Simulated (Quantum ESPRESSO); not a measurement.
## Run report: MoS₂, band-structure run (part 2 of 2)

The same run, continued: MoS₂ (P-6m2, 9 atoms in the cell); Kohn-Sham DFT of a periodic cell, LDA, GBRV 1.5 LDA, no spin polarisation (Quantum ESPRESSO 7.5); cutoff 612.26 eV, 10×10×1 k-mesh, fermi-dirac of 0.05 eV. The structure derives from a Materials Project entry.

Geometry of the input (Å; fractional positions):
```
3.1840  0.0000  0.0000
-1.5920  2.7574  0.0000
0.0000  0.0000  28.3873
Mo 0.3333  0.6667  0.2282
Mo 0.3333  0.6667  0.7718
Mo 0.6667  0.3333  0.0000
S  0.6667  0.3333  0.1735
S  0.6667  0.3333  0.7172
S  0.3333  0.6667  0.9453
S  0.6667  0.3333  0.2828
S  0.6667  0.3333  0.8265
S  0.3333  0.6667  0.0547
```

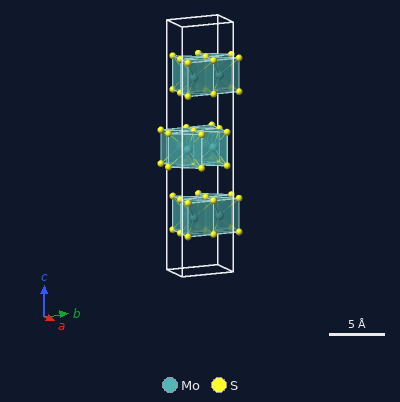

*The input geometry (polyhedral view of the 2 × 2 repeat of the cell, with the vacuum cut short, seen slightly off an axis; polyhedra are completed across the faces of the cell).*

Output, continued:
```
     iteration #  6     ecut=    45.00 Ry     beta= 0.50
     Davidson diagonalization with overlap
     ethr =  1.30E-05,  avg # of iterations =  2.0

     negative rho (up, down):  7.211E-04 0.000E+00

     total energy              =    -563.67070481 Ry
     estimated scf accuracy    <       0.00027675 Ry

     iteration #  7     ecut=    45.00 Ry     beta= 0.50
     Davidson diagonalization with overlap
     ethr =  3.55E-07,  avg # of iterations =  4.1

     negative rho (up, down):  7.200E-04 0.000E+00

     total energy              =    -563.67082446 Ry
     estimated scf accuracy    <       0.00015090 Ry

     iteration #  8     ecut=    45.00 Ry     beta= 0.50
     Davidson diagonalization with overlap
     ethr =  1.93E-07,  avg # of iterations =  2.0

     negative rho (up, down):  7.181E-04 0.000E+00

     total energy              =    -563.67084302 Ry
     estimated scf accuracy    <       0.00001831 Ry

     iteration #  9     ecut=    45.00 Ry     beta= 0.50
     Davidson diagonalization with overlap
     ethr =  2.35E-08,  avg # of iterations =  4.2

     negative rho (up, down):  7.178E-04 0.000E+00

     total energy              =    -563.67085111 Ry
     estimated scf accuracy    <       0.00000593 Ry

     iteration # 10     ecut=    45.00 Ry     beta= 0.50
     Davidson diagonalization with overlap
     ethr =  7.60E-09,  avg # of iterations =  2.5

     negative rho (up, down):  7.177E-04 0.000E+00

     total energy              =    -563.67085212 Ry
     estimated scf accuracy    <       0.00000013 Ry

     iteration # 11     ecut=    45.00 Ry     beta= 0.50
     Davidson diagonalization with overlap
     ethr =  1.70E-10,  avg # of iterations =  7.1

     negative rho (up, down):  7.176E-04 0.000E+00

     total energy              =    -563.67085235 Ry
     estimated scf accuracy    <       0.00000012 Ry

     iteration # 12     ecut=    45.00 Ry     beta= 0.50
     Davidson diagonalization with overlap
     ethr =  1.49E-10,  avg # of iterations =  2.0

     negative rho (up, down):  7.176E-04 0.000E+00

     total energy              =    -563.67085237 Ry
     estimated scf accuracy    <          4.8E-09 Ry

     iteration # 13     ecut=    45.00 Ry     beta= 0.50
     Davidson diagonalization with overlap
     ethr =  6.20E-12,  avg # of iterations =  4.7

     negative rho (up, down):  7.176E-04 0.000E+00

     total energy              =    -563.67085237 Ry
     estimated scf accuracy    <          2.0E-09 Ry

     iteration # 14     ecut=    45.00 Ry     beta= 0.50
     Davidson diagonalization with overlap
     ethr =  2.50E-12,  avg # of iterations =  2.0

     negative rho (up, down):  7.176E-04 0.000E+00

     End of self-consistent calculation

          k = 0.0000 0.0000 0.0000 (  8539 PWs)   bands (ev):

   -56.4192 -56.4185 -56.4185 -30.6203 -30.6197 -30.6196 -30.4067 -30.4067
   -30.4059 -30.4059 -30.4059 -30.4059  -9.8085  -9.7587  -9.7111  -8.4850
    -8.3966  -8.3172  -1.5966  -1.3605  -1.1165   1.6322   1.6322   1.6350
     1.6350   1.6364   1.6364   1.9836   2.5137   2.7531   2.7531   2.7612
     2.7612   2.7678   2.7678   3.1359   4.0945   4.4886   4.7709   7.0550
     7.0550   7.0612   7.0612   7.0651   7.0651   7.3210   7.3210   7.3533
     7.3533   7.3806   7.3806

          k = 0.0000 0.1535 0.0000 (  8625 PWs)   bands (ev):

   -56.4156 -56.4149 -56.4149 -30.6130 -30.6124 -30.6124 -30.4437 -30.4429
   -30.4429 -30.4152 -30.4143 -30.4143  -9.6599  -9.6105  -9.5633  -8.4218
    -8.3373  -8.2617  -1.4302  -1.1968  -0.9534   1.3123   1.3168   1.3211
     1.5806   1.7859   1.7901   1.7927   1.8973   2.1182   2.5236   2.5329
     2.5406   2.9815   3.1570   3.5029   4.0666   4.3790   4.5732   6.8671
     6.8786   6.9026   6.9366   7.0141   7.0865   7.1451   7.1810   7.2177
     7.3051   7.3219   7.3315

          k = 0.0000 0.3071 0.0000 (  8637 PWs)   bands (ev):

   -56.4061 -56.4055 -56.4055 -30.5941 -30.5935 -30.5935 -30.5394 -30.5386
   -30.5386 -30.4371 -30.4363 -30.4362  -9.2471  -9.2000  -9.1547  -8.2468
    -8.1734  -8.1089  -1.0494  -0.8385  -0.6166   0.6546   0.6714   0.7074
     0.9231   1.1309   1.2725   2.0273   2.0385   2.0484   2.2007   2.2091
     2.2154   2.9702   3.1685   3.4378   3.8072   3.9115   3.9588   6.3444
     6.5232   6.7429   6.7914   6.8337   6.8726   6.8734   7.0511   7.1399
     7.8149   7.8508   7.8810

          k = 0.0000 0.4606 0.0000 (  8595 PWs)   bands (ev):

   -56.3944 -56.3937 -56.3937 -30.6557 -30.6549 -30.6549 -30.5706 -30.5700
   -30.5700 -30.4640 -30.4632 -30.4632  -8.6735  -8.6322  -8.5926  -8.0063
    -7.9504  -7.9029  -0.9640  -0.8496  -0.7414   0.1759   0.2139   0.3719
     0.3854   0.5247   0.5758   1.5395   1.5524   1.5637   2.6693   2.7264
     2.7434   2.7578   2.8301   3.0115   3.3327   3.3906   3.4257   6.3455
     6.5234   6.5539   6.5590   6.5924   6.8022   7.3218   7.5399   7.7441
     8.2535   8.3144   8.3690

          k = 0.0000 0.6141 0.0000 (  8553 PWs)   bands (ev):

   -56.3849 -56.3842 -56.3842 -30.7483 -30.7474 -30.7474 -30.5515 -30.5509
   -30.5509 -30.4857 -30.4849 -30.4848  -8.1292  -8.0994  -8.0713  -7.7836
    -7.7490  -7.7219  -1.3511  -1.2844  -1.2214  -0.3409  -0.2796  -0.2100
     0.2028   0.3567   0.4849   1.2064   1.2202   1.2324   2.4589   2.5614
     2.6648   3.1384   3.1679   3.1941   3.3778   3.4507   3.5057   6.4745
     6.4939   6.5117   6.7167   6.8439   6.9834   7.7645   7.9926   8.2417
     8.4929   8.5747   8.6502

          k = 0.0000-0.7676 0.0000 (  8554 PWs)   bands (ev):

   -56.3813 -56.3806 -56.3806 -30.7833 -30.7824 -30.7824 -30.5442 -30.5436
   -30.5436 -30.4939 -30.4931 -30.4931  -7.8901  -7.8696  -7.8518  -7.6866
    -7.6665  -7.6528  -1.5627  -1.4999  -1.4406  -0.5498  -0.5026  -0.4527
     0.0976   0.2466   0.3736   1.0898   1.1039   1.1164   2.4246   2.4802
     2.5242   3.2835   3.3194   3.3520   3.6401   3.6699   3.6870   6.5125
     6.5222   6.5307   6.9766   7.0431   7.1025   7.9070   8.1260   8.3890
     8.5623   8.6521   8.7358

          k = 0.1330 0.2303 0.0000 (  8637 PWs)   bands (ev):

   -56.4091 -56.4084 -56.4084 -30.6000 -30.5994 -30.5993 -30.5074 -30.5065
   -30.5065 -30.4330 -30.4321 -30.4321  -9.3788  -9.3308  -9.2848  -8.3024
    -8.2253  -8.1571  -1.1472  -0.9241  -0.6882   0.8508   0.8511   0.8569
     1.1601   1.4125   1.5937   1.9720   1.9904   2.0136   2.0528   2.0590
     2.0613   3.1881   3.3602   3.6299   3.9233   4.0874   4.1621   6.4274
     6.5560   6.6931   6.7089   6.8688   6.8771   6.8831   6.9372   7.0063
     7.7518   7.7863   7.8214

          k = 0.1330 0.3838 0.0000 (  8600 PWs)   bands (ev):

   -56.3985 -56.3978 -56.3978 -30.6068 -30.6060 -30.6060 -30.5787 -30.5781
   -30.5781 -30.4639 -30.4630 -30.4630  -8.8826  -8.8386  -8.7963  -8.0918
    -8.0289  -7.9746  -0.8649  -0.7028  -0.5430   0.3872   0.4120   0.5079
     0.6257   0.7675   0.8285   1.3252   1.3919   1.4610   2.3827   2.3913
     2.3975   3.1277   3.2481   3.3990   3.5466   3.5741   3.5799   6.1065
     6.3059   6.4979   6.6706   6.7280   6.8427   6.8800   7.1048   7.1982
     8.2553   8.3365   8.4241

          k = 0.1330 0.5373 0.0000 (  8572 PWs)   bands (ev):

   -56.3878 -56.3872 -56.3872 -30.7044 -30.7036 -30.7036 -30.5574 -30.5568
   -30.5568 -30.4950 -30.4941 -30.4941  -8.3128  -8.2777  -8.2443  -7.8525
    -7.8088  -7.7732  -1.0687  -0.9910  -0.9193  -0.1258  -0.0763  -0.0271
     0.3416   0.4713   0.5951   1.0808   1.1673   1.2303   2.4734   2.4955
     2.5180   2.7801   2.8545   2.9312   3.4835   3.5062   3.5219   6.2372
     6.4043   6.5442   6.7477   6.7948   6.9017   7.3742   7.5804   7.7579
     8.4671   8.6032   8.7514

          k = 0.1330 0.6909 0.0000 (  8545 PWs)   bands (ev):

   -56.3813 -56.3806 -56.3806 -30.7639 -30.7631 -30.7631 -30.5442 -30.5436
   -30.5436 -30.5141 -30.5133 -30.5133  -7.9017  -7.8795  -7.8597  -7.6816
    -7.6582  -7.6414  -1.3685  -1.3070  -1.2495  -0.5803  -0.5544  -0.5330
     0.1806   0.3168   0.4472   1.0625   1.1184   1.1540   2.4648   2.5266
     2.6027   2.6069   2.6535   2.6777   3.7553   3.7929   3.8214   6.4879
     6.5368   6.5782   6.9575   7.0342   7.1190   7.8774   8.0598   8.1900
     8.3629   8.4916   8.6908

          k = 0.2659 0.4606 0.0000 (  8591 PWs)   bands (ev):

   -56.3890 -56.3883 -56.3883 -30.6754 -30.6746 -30.6746 -30.5597 -30.5591
   -30.5591 -30.5111 -30.5102 -30.5102  -8.3822  -8.3454  -8.3101  -7.8759
    -7.8289  -7.7900  -0.8816  -0.7928  -0.7139   0.0231   0.0592   0.0889
     0.4898   0.5390   0.6477   0.8551   1.0387   1.1589   2.0342   2.0404
     2.0477   3.1042   3.1192   3.1406   3.5044   3.5069   3.5074   6.0654
     6.2905   6.5353   6.7920   6.8293   6.8989   7.0065   7.2270   7.3783
     8.5736   8.7292   8.8934

          k = 0.2659 0.6141 0.0000 (  8538 PWs)   bands (ev):

   -56.3813 -56.3806 -56.3806 -30.7234 -30.7225 -30.7225 -30.5561 -30.5553
   -30.5553 -30.5442 -30.5436 -30.5436  -7.9199  -7.8953  -7.8725  -7.6728
    -7.6447  -7.6237  -0.9869  -0.9285  -0.8762  -0.6565  -0.6328  -0.6155
     0.4820   0.5561   0.6623   0.9586   1.1125   1.2201   1.5683   1.6296
     1.6824   2.6290   2.6924   2.7609   3.7398   3.7646   3.7847   6.3427
     6.4734   6.5882   7.0084   7.0478   7.1553   7.3119   7.5253   7.6992
     8.6437   8.8330   9.0323

          k = 0.2659 0.7676 0.0000 (  8524 PWs)   bands (ev):

   -56.3783 -56.3776 -56.3776 -30.7401 -30.7393 -30.7393 -30.5748 -30.5740
   -30.5739 -30.5383 -30.5377 -30.5377  -7.7213  -7.7066  -7.6950  -7.5830
    -7.5684  -7.5595  -1.0014  -0.9583  -0.9134  -0.9118  -0.8882  -0.8845
     0.2652   0.3652   0.4784   1.1158   1.2242   1.2987   1.5300   1.5941
     1.6403   2.3408   2.4297   2.5296   3.9752   4.0178   4.0545   6.2757
     6.2970   6.3140   7.3741   7.4114   7.4664   7.4956   7.6485   7.8345
     8.6497   8.8248   9.0142

          k = 0.3989 0.6909 0.0000 (  8536 PWs)   bands (ev):

   -56.3772 -56.3765 -56.3765 -30.7065 -30.7056 -30.7056 -30.6228 -30.6220
   -30.6220 -30.5361 -30.5355 -30.5354  -7.6542  -7.6428  -7.6350  -7.5412
    -7.5295  -7.5231  -1.0941  -1.0636  -1.0344  -0.5926  -0.5511  -0.5248
     0.4472   0.4668   0.4783   0.7708   0.8068   0.8957   1.2446   1.3832
     1.4345   2.2669   2.3258   2.4138   4.1040   4.1387   4.1711   6.0495
     6.0666   6.0806   7.1265   7.3582   7.6011   7.6327   7.7269   7.7593
     8.9716   9.0768   9.1788

     the Fermi energy is     5.3354 ev

!    total energy              =    -563.67085237 Ry
     estimated scf accuracy    <          4.5E-11 Ry
     smearing contrib. (-TS)   =      -0.00000003 Ry
     internal energy E=F+TS    =    -563.67085234 Ry

     The total energy is F=E-TS. E is the sum of the following terms:
     one-electron contribution =   -2810.85920185 Ry
     hartree contribution      =    1421.80996584 Ry
     xc contribution           =    -108.21831165 Ry
     ewald contribution        =     933.59669530 Ry

     convergence has been achieved in  14 iterations

     negative rho (up, down):  7.176E-04 0.000E+00

     Forces acting on atoms (cartesian axes, Ry/au):

     atom    1 type  1   force =     0.00000000    0.00000000   -0.00008413
     atom    2 type  1   force =     0.00000000    0.00000000    0.00008413
     atom    3 type  1   force =     0.00000000    0.00000000    0.00000000
     atom    4 type  2   force =     0.00000000    0.00000000    0.01181547
     atom    5 type  2   force =     0.00000000    0.00000000    0.01525187
     atom    6 type  2   force =     0.00000000    0.00000000    0.01180254
     atom    7 type  2   force =    -0.00000000   -0.00000000   -0.01525187
     atom    8 type  2   force =    -0.00000000   -0.00000000   -0.01181547
     atom    9 type  2   force =     0.00000000    0.00000000   -0.01180254

     Total force =     0.031985     Total SCF correction =     0.000033

     Computing stress (Cartesian axis) and pressure

     negative rho (up, down):  7.176E-04 0.000E+00
          total   stress  (Ry/bohr**3)                   (kbar)     P=      -39.43
  -0.00030517   0.00000000   0.00000000          -44.89        0.00        0.00
   0.00000000  -0.00030517  -0.00000000            0.00      -44.89       -0.00
   0.00000000   0.00000000  -0.00019372            0.00        0.00      -28.50

=------------------------------------------------------------------------------=
   JOB DONE.
=------------------------------------------------------------------------------=
```

Summary:

- outcome: converged
- space group (tolerance 0.01 Å): P-6m2 (187)
- electrons treated: 78
- free energy: −7669.1326 eV
- Fermi energy of the self-consistent step: 5.335 eV
- gap on the k-point mesh: 1.28 eV
- gap on the band path: 1.15 eV
- pressure: −3.94 GPa
- largest force (length of the vector): 0.392 eV/Å
- hardware: 2 threads of AMD EPYC (Zen 3), 64 GiB of memory available, shared host
- wall time: 10 min (CPU time 20 min)
- peak memory: 0.96 GiB

Notes:

Notes on the run: negative rho.
